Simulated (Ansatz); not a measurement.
# Residual resistivity of an alloy: W(100) with 4 layers of random W-Mo, 2x2

Aim: the residual resistivity of a random alloy, from W(100) with 4 layers of random W-Mo, 2x2 and longer regions.

Program: Ansatz 0.2.0. Level of theory: Ansatz plane-wave DFT, PBE, PAW files; ballistic transport by layer matching (Landauer), zero bias; PAW set soft_1. Results are calculated unless marked as measured.

## Step 1: The starting structure

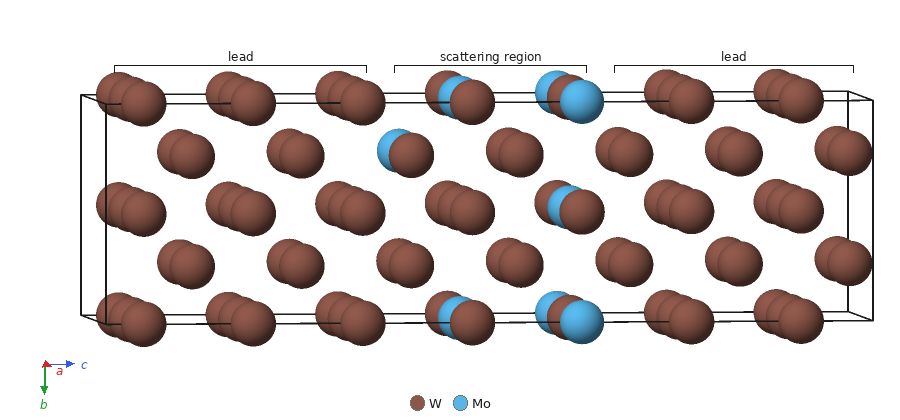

Start, viewed from the side, with the c axis across the page; tungsten brown, molybdenum blue. Some periodic images of atoms are drawn too.

The cell holds 56 atoms: 52 W and 4 Mo. Cell: a = 6.330 Å, b = 6.330 Å, c = 22.154 Å, α = 90.0°, β = 90.0°, γ = 90.0°. It derives from W. Regions: lead, 40 atoms (40 W); scattering region, 16 atoms (4 Mo and 12 W). The structure is stacked along c, and the current runs across the ab planes.

## Step 2: With 4 alloy layers

In 4 layers a share of 0.25 of the sites is given to Mo at random. The layers about the cell's end stay perfect and serve as the lead. Disorder leaves little or no symmetry, which makes such runs dear. Energies from -0.05 to 0.05 eV in steps of 0.05 eV are too few for the program's thermal sum, so it prints no conductance; for a metal the transmission near the Fermi level serves, at a fraction of the cost.

Input file input.yaml:

```yaml
crystal:
  lattice:
    - [6.3296, 0.0, 0.0]
    - [0.0, 6.3296, 0.0]
    - [0.0, 0.0, 22.1536]
  atoms:
    - { symbol: W, position: [0.0, 0.0, 0.0357142857] }
    - { symbol: W, position: [0.0, 0.5, 0.0357142857] }
    - { symbol: W, position: [0.5, 0.0, 0.0357142857] }
    - { symbol: W, position: [0.5, 0.5, 0.0357142857] }
    - { symbol: W, position: [0.25, 0.25, 0.1071428571] }
    - { symbol: W, position: [0.25, 0.75, 0.1071428571] }
    - { symbol: W, position: [0.75, 0.25, 0.1071428571] }
    - { symbol: W, position: [0.75, 0.75, 0.1071428571] }
    - { symbol: W, position: [0.0, 0.0, 0.1785714286] }
    - { symbol: W, position: [0.0, 0.5, 0.1785714286] }
    - { symbol: W, position: [0.5, 0.0, 0.1785714286] }
    - { symbol: W, position: [0.5, 0.5, 0.1785714286] }
    - { symbol: W, position: [0.25, 0.25, 0.25] }
    - { symbol: W, position: [0.25, 0.75, 0.25] }
    - { symbol: W, position: [0.75, 0.25, 0.25] }
    - { symbol: W, position: [0.75, 0.75, 0.25] }
    - { symbol: W, position: [0.0, 0.0, 0.3214285714] }
    - { symbol: W, position: [0.0, 0.5, 0.3214285714] }
    - { symbol: W, position: [0.5, 0.0, 0.3214285714] }
    - { symbol: W, position: [0.5, 0.5, 0.3214285714] }
    - { symbol: Mo, position: [0.25, 0.25, 0.3928571429] }
    - { symbol: W, position: [0.25, 0.75, 0.3928571429] }
    - { symbol: W, position: [0.75, 0.25, 0.3928571429] }
    - { symbol: W, position: [0.75, 0.75, 0.3928571429] }
    - { symbol: W, position: [0.0, 0.0, 0.4642857143] }
    - { symbol: W, position: [0.0, 0.5, 0.4642857143] }
    - { symbol: Mo, position: [0.5, 0.0, 0.4642857143] }
    - { symbol: W, position: [0.5, 0.5, 0.4642857143] }
    - { symbol: W, position: [0.25, 0.25, 0.5357142857] }
    - { symbol: W, position: [0.25, 0.75, 0.5357142857] }
    - { symbol: W, position: [0.75, 0.25, 0.5357142857] }
    - { symbol: W, position: [0.75, 0.75, 0.5357142857] }
    - { symbol: Mo, position: [0.0, 0.0, 0.6071428571] }
    - { symbol: W, position: [0.0, 0.5, 0.6071428571] }
    - { symbol: W, position: [0.5, 0.0, 0.6071428571] }
    - { symbol: Mo, position: [0.5, 0.5, 0.6071428571] }
    - { symbol: W, position: [0.25, 0.25, 0.6785714286] }
    - { symbol: W, position: [0.25, 0.75, 0.6785714286] }
    - { symbol: W, position: [0.75, 0.25, 0.6785714286] }
    - { symbol: W, position: [0.75, 0.75, 0.6785714286] }
    - { symbol: W, position: [0.0, 0.0, 0.75] }
    - { symbol: W, position: [0.0, 0.5, 0.75] }
    - { symbol: W, position: [0.5, 0.0, 0.75] }
    - { symbol: W, position: [0.5, 0.5, 0.75] }
    - { symbol: W, position: [0.25, 0.25, 0.8214285714] }
    - { symbol: W, position: [0.25, 0.75, 0.8214285714] }
    - { symbol: W, position: [0.75, 0.25, 0.8214285714] }
    - { symbol: W, position: [0.75, 0.75, 0.8214285714] }
    - { symbol: W, position: [0.0, 0.0, 0.8928571429] }
    - { symbol: W, position: [0.0, 0.5, 0.8928571429] }
    - { symbol: W, position: [0.5, 0.0, 0.8928571429] }
    - { symbol: W, position: [0.5, 0.5, 0.8928571429] }
    - { symbol: W, position: [0.25, 0.25, 0.9642857143] }
    - { symbol: W, position: [0.25, 0.75, 0.9642857143] }
    - { symbol: W, position: [0.75, 0.25, 0.9642857143] }
    - { symbol: W, position: [0.75, 0.75, 0.9642857143] }
kpoints:
  mp_grid: { grid: [4, 4, 1] }
hamiltonian:
  xc: pbe
  pseudopotentials: { kind: paw, azcp: { folder: soft_1 } }
scf:
  occupations: { method: fermi_dirac, width: 0.1 }
output:
  transmission: { leads: [[0, 4]], kmesh: [8, 8], e_range: [-0.05, 0.05], de: 0.05 }
  write_potential: true
  write_density: true
  volumetric_format: npy
```

Launch:

```bash
$ ansatz run input.yaml --threads 4 --pin off --max-ram 15360MiB --backend cpu --events-out ev --progress --plain --runs-dir out
```

Numbers of over 12 decimals in the logs are rounded to 6 here.

The program printed:

```text
Engine: ansatz 0.2.0, x86_64-unknown-linux-gnu
Pseudopotentials: kind: paw
Pseudopotential: W, paw, valence charge 14, recommended cutoff 420 eV (normal), soft_1/W.paw.azcp
Pseudopotential: Mo, paw, valence charge 14, recommended cutoff 420 eV (normal), soft_1/Mo.paw.azcp
Functional definition: PBE
  parameter kappa = 0.804
  parameter beta = 0.066725
  exchange = pbe_x(kappa = kappa, mu = beta*pi^2/3)
  correlation = pbe_c(beta = beta)
Crystal: 56 atoms, lattice volume = 887.558 Å³
Basis set: ecut = 420 eV, 17351 PW (Γ)
Bands: 471, of which v1, the nominal top of the filled ones, is band 392 counted from 1 (391 counted from 0)
Symmetry: 2 space group operations
Space group: Cm (ITA 8), of the structure as read, at distance tolerance 9.6e-5 Å
k-points: 7 of 16 (time reversal used)
Non-local potential: W, projectors of the file, l = 0: 3, l = 1: 2, l = 2: 2, l = 3: 1
Non-local potential: Mo, projectors of the file, l = 0: 3, l = 1: 2, l = 2: 2, l = 3: 1
PAW form: soft (Blöchl's): semilocal exchange-correlation on the pseudo side does not see the compensation charge
PAW one-centre angular grid: W, 590 points (default); XC on 64 Gauss nodes
PAW one-centre angular grid: Mo, 590 points (default); XC on 64 Gauss nodes
Initial density: superposition of atomic densities (chi_scale 0.1, normalization cell, long waves 46 % of neutral atoms (reshape's long-wave potential 1.46 eV rms, cloud 3.16 Å wide))
Initial wavefunctions: pseudopotential atomic-orbital guess
Functional: x = pbe(κ = 0.804, μ = 0.219515), c = pbe(β = 0.066725)
SCF iter   1: F=—  HF=-559914.185777 eV  |F-HF|=—  |Δ(HF+E_count)|=         —  Δρ=7.12e-2  dr2=7.23e2  ethr=3.10e-3  ⟨swp⟩=5.0  Hψ=12045  notcnv=0
preconditioner: auto → Kerker (q_TF=auto, 2.672 Å⁻¹)  [metal: Δε(μ)=0.029 eV  Ē_g=5.236 eV  σ=0.100 eV  W_gap=0.07  n_scr=294 (ndim 8)  ℏωp=22.8 eV  f_vac=0.000  D(μ)=27.68/eV (n_scr^D=204)]
SCF iter   2: F=—  HF=-559901.349793 eV  |F-HF|=—  |Δ(HF+E_count)|=    1.28e1  Δρ=4.41e-2  dr2=3.58e2  ethr=3.10e-3  ⟨swp⟩=3.0  Hψ=5652  notcnv=0  defer=5
SCF iter   3: F=—  HF=-559892.540843 eV  |F-HF|=—  |Δ(HF+E_count)|=    8.81e0  Δρ=7.46e-3  dr2=1.04e1  ethr=3.10e-3  ⟨swp⟩=3.0  Hψ=9011  notcnv=0  defer=3
SCF iter   4: F=—  HF=-559892.239301 eV  |F-HF|=—  |Δ(HF+E_count)|=   3.02e-1  Δρ=1.86e-3  dr2=2.27e-1  ethr=1.33e-3  ⟨swp⟩=2.0  Hψ=3791  notcnv=0
SCF iter   5: F=—  HF=-559892.233625 eV  |F-HF|=—  |Δ(HF+E_count)|=   5.68e-3  Δρ=5.80e-4  dr2=2.97e-2  ethr=2.89e-5  ⟨swp⟩=1.0  Hψ=3297  notcnv=0
SCF iter   6: F=—  HF=-559892.232726 eV  |F-HF|=—  |Δ(HF+E_count)|=   8.99e-4  Δρ=1.04e-4  dr2=1.68e-4  ethr=3.79e-6  ⟨swp⟩=1.0  Hψ=3297  notcnv=0
SCF iter   7: F=—  HF=-559892.232709 eV  |F-HF|=—  |Δ(HF+E_count)|=   1.71e-5  Δρ=1.91e-5  dr2=9.60e-6  ethr=2.15e-8  ⟨swp⟩=2.0  Hψ=4426  notcnv=0
SCF iter   8: F=—  HF=-559892.232083 eV  |F-HF|=—  |Δ(HF+E_count)|=   6.26e-4  Δρ=3.48e-6  dr2=5.73e-7  ethr=1.23e-9  ⟨swp⟩=2.0  Hψ=3919  notcnv=0
SCF iter   9: F=-559892.232083 eV  HF=-559892.232083 eV  |F-HF|=5.20e-8  |Δ(HF+E_count)|=   4.31e-8  Δρ=7.78e-7  dr2=5.47e-8  ethr=1.28e-11  ⟨swp⟩=6.0  Hψ=8060  notcnv=0
SCF 1 converged in 9 iterations: F = -559892.232083 eV  dr2 = 5.47e-8
  greatest PAW one-centre occupation: 0.999 electrons in one spin orbital (limit 2), on the W atom at site 31 (counted from 0), in its partial waves of l = 0
transmission: 69 of 651 steps passed
transmission: 135 of 651 steps passed
[...]
transmission: 651 of 651 steps passed
SCF converged after 9 iterations
Free energy (F): -559892.232083 eV
Harris-Foulkes:  -559892.232083 eV  (|F-HF|=5.20e-8)
Internal energy: -559891.214338 eV  (E = F + TS)
E sigma→0 (E₀):  -559891.723210 eV
Entropy (-TS):   -1.017745 eV (-18.174 meV/atom)
Fermi energy:    22.362105 eV
--- Per-component energies (eV) ---
  E_band       = -4617.676814
  E_kinetic    = 23619.272885
  E_local      = -31259.330859  (includes V_loc(G=0)·N_el)
  E_nonlocal   = -733.817847
  E_hartree    = 12879.766854
  E_xc         = -14629.523805
  E_vxc        = -12914.016671  (∫ρ·V_xc dr)
  E_paw        = -458895.702065  (= ΣΔE_a)
  E_vpaw       = -9089.324603  (= ΣTr[D̂ρ^β])
  E_aug_tail   = 0.007859  (compensation charges beyond the density's cutoff)
  E_ewald      = -90871.887360
  E_smearing   = -1.017745  (= −TS)
  E_closure    = -0.000000  (closes the sum)
  Σ components = -559892.232083   (vs F -559892.232083, Δ=0.00e0)
--- Band table (eV; the first three rows and the last of 7) ---
  k-point 0: bands = [... 388 lower, 22.2873, 22.3007, 22.3225, 22.3295, 22.4317, 22.4385, 22.4515, 22.4580, ... 75 higher]
  k-point 1: bands = [... 388 lower, 22.1303, 22.1379, 22.2533, 22.2663, 22.3230, 22.3406, 22.4363, 22.4621, ... 75 higher]
  k-point 2: bands = [... 388 lower, 22.3244, 22.3482, 22.3615, 22.3812, 22.5905, 22.6141, 22.7161, 22.7303, ... 75 higher]
  k-point 6: bands = [... 388 lower, 21.5924, 21.6071, 21.6076, 21.6224, 22.4171, 22.4450, 22.4471, 22.4730, ... 75 higher]
--- Transmission ---
  basis      : 349 plane waves across, 31 finite elements along
  points     : 21, standing for a mesh of 8 x 8
  energies   : 3 from -0.050000 to 0.050000 eV about the Fermi level, 0.050000 eV apart; the leads are filled to 0.000000 eV, and channels, transmission and decay are at 0.000000 eV
  crystal 0  : W4, at the sites [0, 4], period 1.5824 Å, over 15.82 Å; its Hamiltonian steps by up to 2.7 meV
    offset         : up to 0.0000 Å between an atom of the period and one for which it stands
    channels       : 5.781250e0 a spin
    conductance    : none, the energies end too early or step too widely for 300 K: set another output.transmission.e_range or a lower de, or, where they end at an eighth of basis.ecutwfc, a higher one
    slowest decay  : 0.0283 /Å at (0.5000, 0.5000)
  junction   : crystal 0 to crystal 0, 0.70 to 21.27 Å
    transmission   : 5.442455e0 a spin
    conductance    : none, the energies end too early or step too widely for 300 K: set another output.transmission.e_range or a lower de, or, where they end at an eighth of basis.ecutwfc, a higher one
```

The job ended after 5.9 min (4 threads of Intel Xeon Platinum 8488C (Sapphire Rapids), shared host; peak memory 7.6 GiB).

The column dr2 measures how far the density is from self-consistency, as an energy; F and HF (Harris–Foulkes) agree once it is small.

This step gave:

```yaml
free_energy: -559892.2321 eV
energy_at_zero_smearing: -559891.7232 eV
fermi_energy: 22.36 eV
cell_area: 40.06 Å²
transmission_per_spin_nearest_the_fermi_level: 5.442
open_channels_per_spin_nearest_the_fermi_level: 5.781
step_of_the_lead_s_potential: 2.7 meV
```

Per spin. Table of transmission, zone mean by energy, zero at the Fermi level:

| energy (eV) | transmission, zone mean |
| --- | --- |
| -0.0500 | 5.08 |
| 0.0000 | 5.44 |
| 0.0500 | 5.24 |

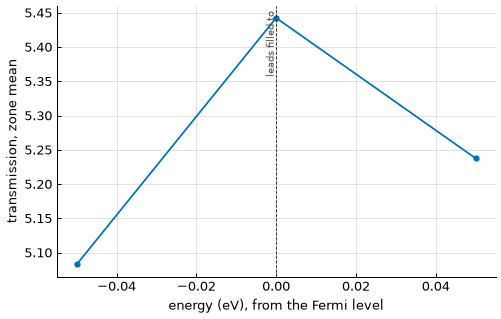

Transmission, zone mean, plotted against energy.

Per spin. The open channels, zone mean, lead by energy, zero at the Fermi level:

| energy (eV) | open channels, zone mean, lead |
| --- | --- |
| -0.0500 | 5.28 |
| 0.0000 | 5.78 |
| 0.0500 | 5.53 |

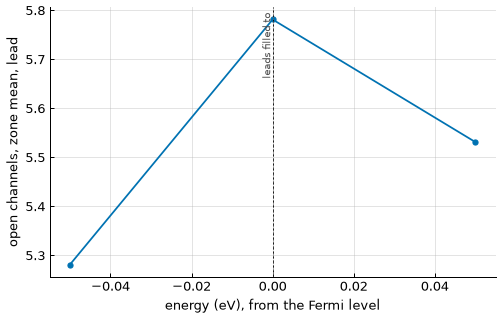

Open channels, zone mean, lead against energy.

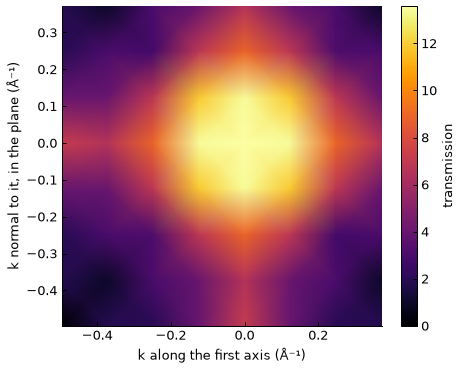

Transmission over k1 and k2. At 0.0000 eV from the Fermi level.

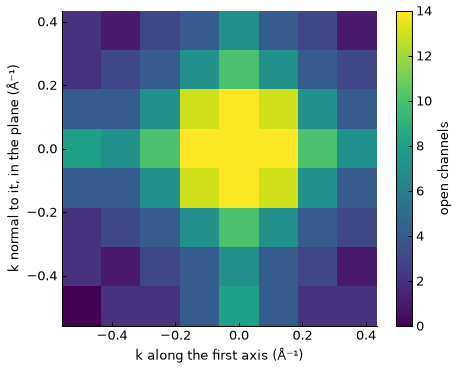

Open channels over k1 and k2. At 0.0000 eV from the Fermi level.

Over the solved energies the transmission per spin lies between 5.08 and 5.44, out of 5.53 channels of the lead on average (up to 5.78).

[end of part 1 of 2]

[Logs are printed without paths, hosts, clocks, repeated set-up lines and the standing remarks that a program may print on its own settings, such as how far it seeks lower states.]

[Hosts, paths, dates, database ids (printed as entryN), source tags and the programs' standing remarks are cut or masked in the printed files.]
